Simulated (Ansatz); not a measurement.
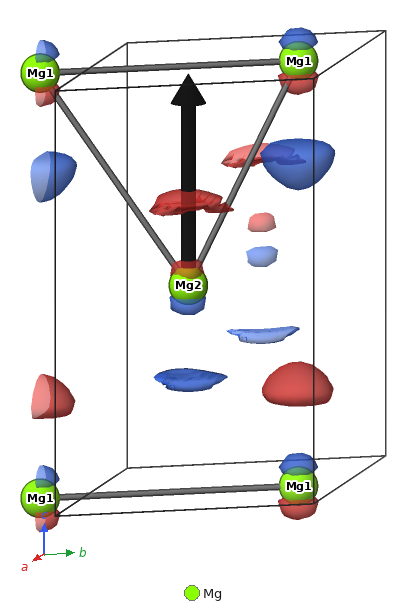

Mg. Mg2 was moved by 0.10 Å along [0 0 1] in the axes of the cell drawn (arrow, not to scale). Change of the density less the rigid motion of the neutral atom's own density: blue surfaces at +0.003 and red ones at −0.003 e/Å³, in the cell of the calculation (origin moved) seen slightly off an axis.

Space group P6_3/mmc.

All numbers below come from DFT PBE, scalar-relativistic, plane waves, PAW in Ansatz.

Core electrons are frozen (PAW), so the fields are smoothed inside the atomic spheres.

Input

```
crystal:
  lattice:
    - [3.2093, 0.0, 0.0]
    - [-1.60465, 2.7793353284, 0.0]
    - [0.0, 0.0, 5.2103]
  atoms:
    - { symbol: Mg, position: [0.3333333333, 0.6666666667, 0.25] }
    - { symbol: Mg, position: [0.6666666667, 0.3333333333, 0.7691927528] }
basis:
  ecutwfc: 420
  fft_grid_basis: typed
kpoints:
  mp_grid: { grid: [12, 12, 8] }
hamiltonian:
  xc: pbe
  pseudopotentials: { kind: paw }
scf:
  occupations: { method: gaussian, width: 0.05 }
output:
  forces: true
  stress: true
  eigenvalues: true
  bader: true
  write_density: true
  volumetric_format: npy
```

Run with:

```sh
ansatz run input.yaml --threads 1 --pin off --max-ram 2560MiB --backend cpu --events-out ev --progress --plain --runs-dir out
```

The picture shows the cell of the calculation (origin moved) (a = 3.21 Å, b = 3.21 Å, c = 5.21 Å, α = 90.00°, β = 90.00°, γ = 120.00°).

### How do the electrons respond beyond following the atom?

About 0.02 e is rearranged in the cell. Outside the cores the largest gain, 0.003 e/Å³, lies 1.3 Å from a magnesium nucleus, and the largest loss lies there too, on other sides.

### What restoring force does the calculation give for this move?

The force on it changes by 0.26 eV/Å along the move, against it: a stiffness of about 2.6 eV/Å² for this sublattice shift.

Run times: 15 s (moved atom) and 14 s (base cell), on 1 thread of Arm Neoverse N1 (shared host).
